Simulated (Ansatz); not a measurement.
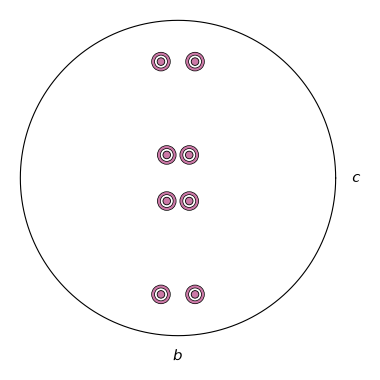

Stereographic projection: filled dots lie in the upper hemisphere, open rings in the lower. The a axis points at the viewer. The poles are all faces of one general form. Computed from the symmetry operations of a computed or model structure of composition HfO2.

**Which point group is this?**

4/mmm (D4h), order 16, tetragonal system: one fourfold axis, four twofold axes, five mirror planes, an inversion centre.

**Which physical properties does it allow?**

It is centrosymmetric, so neither piezoelectric nor pyroelectric; it is not chiral.
